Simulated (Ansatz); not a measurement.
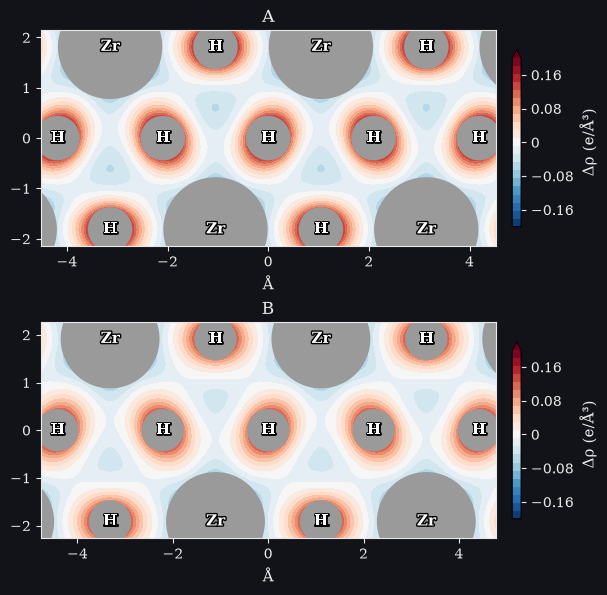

ZrH3: deformation density on the (111) plane of the conventional cell at two volumes, with the same fractional coordinates and one colour scale. Grey discs cover the cores.

Space group Pm-3m. The cell comes from a database of computed structures, not from a measurement.

Theory: DFT PBEsol, scalar-relativistic, plane waves, PAW in Ansatz.

> Which panel is the larger cell, by how much, and what changes?

B is the larger cell: A has 85 % of the volume of B. The pressure is −5 GPa in B and 22 GPa in A. Bader charges in B: Zr +1.47 and H −0.49 e; in A: Zr +1.41 and H −0.47 e. The rearranged charge is 0.13 e an atom in B and 0.13 e in A.
